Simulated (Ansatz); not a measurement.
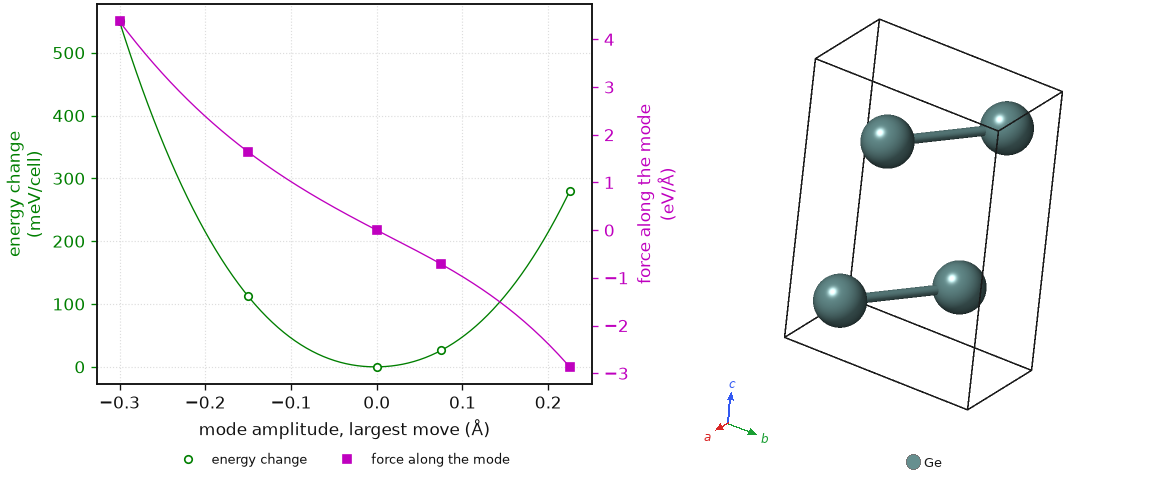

The figure shows the energy change and force along the mode against mode amplitude for Ge, space group I4_1/amd (No. 141). The cell is drawn beside the plot.

Structure:
```yaml
crystal:
  lattice:
    - [-2.56376, 2.56211, 1.39680]
    - [-2.56376, -2.56211, -1.39680]
    - [2.56376, -2.56211, 4.19040]
  atoms:
    - { symbol: Ge, position: [0.56232, 0.75000, 0.31232] }
    - { symbol: Ge, position: [0.06232, 0.75000, 0.81232] }
    - { symbol: Ge, position: [0.43768, 0.25000, 0.68768] }
    - { symbol: Ge, position: [0.93768, 0.25000, 0.18768] }
```

Displacement pattern for amplitude 1 (x, y, z for each atom, in the order of the cell):
```json
{"atom": "Ge1", "x": "0.00", "y": "-0.71", "z": "0.71"}
{"atom": "Ge2", "x": "0.00", "y": "0.71", "z": "-0.71"}
{"atom": "Ge3", "x": "0.00", "y": "-0.71", "z": "0.71"}
{"atom": "Ge4", "x": "0.00", "y": "0.71", "z": "-0.71"}
```

Method: a normal mode of the cell frozen into a crystal at growing amplitude, by plane-wave density functional theory with PAW datasets, free energies less that of the undisturbed cell; scalar-relativistic (Ansatz 0.2.0). Level: PBEsol, no spin polarisation.

- wave cutoff: 420 eV
- k mesh: 18×18×18
- occupations: Gaussian
- smearing width: 0.15 eV
- k shift: (0, 0, 0) (mesh steps)
- start: relaxed

Q: Is the starting structure at a minimum along this coordinate?

A: Yes: the energy rises on both sides of the starting structure, which is therefore a minimum along this path.

Q: How does the force along the mode vary with mode amplitude?

A: It falls from 4.38 eV/Å at mode amplitude −0.300 Å to −2.87 eV/Å at 0.225 Å, and changes sign near 0.00 Å.

The computed values:

| mode amplitude, largest move (Å) | energy change (meV/cell) | force along the mode (eV/Å) |
| --- | --- | --- |
| −0.300 | 549.8 | 4.38 |
| −0.150 | 112.4 | 1.64 |
| 0.000 | 0.0 | 0.00 |
| 0.075 | 26.1 | −0.71 |
| 0.225 | 279.4 | −2.87 |
